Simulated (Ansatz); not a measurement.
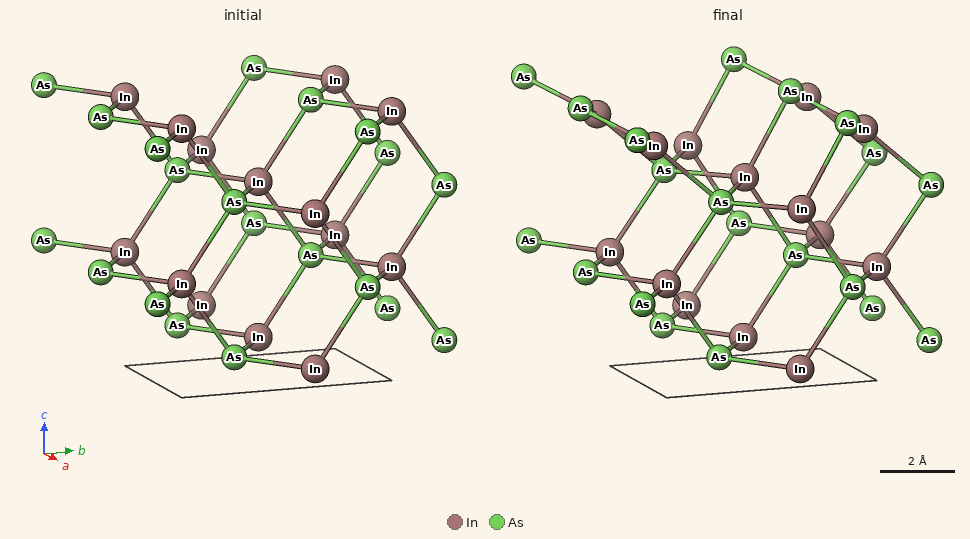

The structure of a slab of composition InAs (cut from the F-43m phase) before (left) and after (right) a constrained relaxation, at one scale.

Style: ball-and-stick. Shown: the cell of the calculation, outlined in the plane, without the vacuum, slightly off an axis.

Case: clean slab, lower half held. The slab is the (1 1 0) face of InAs. 4 atoms are held fixed.

The calculation used DFT PBEsol, scalar-relativistic, plane waves, PAW (Ansatz 0.2.0). (plane-wave cutoff 420 eV; k-point mesh 7 × 5 × 1; occupations gaussian; smearing width 0.1 eV; no spin polarisation; dipole correction; atoms relaxed in a fixed cell; force threshold 0.03 eV/Å; at most 70 steps)

**Describe what moved and what it gained.**

The atom that moves furthest is an In atom (0.59 Å at 40° to the normal (−c side)). Largest moves by element: In 0.59 Å, As 0.29 Å. The lattice vectors keep their values. Some distances before and after: As–In 2.636 → 2.711 Å, As–In 2.636 → 2.593 Å, As–In 2.636 → 2.663 Å, As–In 2.636 → 2.632 Å. Among the angles between lasting bonds that change: In–As–In 109.5° → 91.0°, In–As–In 109.5° → 94.9°, As–In–As 109.5° → 123.4°. After 4 geometry steps the energy has fallen by 0.517 eV per cell of the calculation. Largest force component: 0.99 eV/Å at the start, 0.017 eV/Å at the end. Cost: 26 s on 4 threads of AMD EPYC 9R45 96-Core Processor (Zen 5) (shared host), peak memory 1.5 GiB.
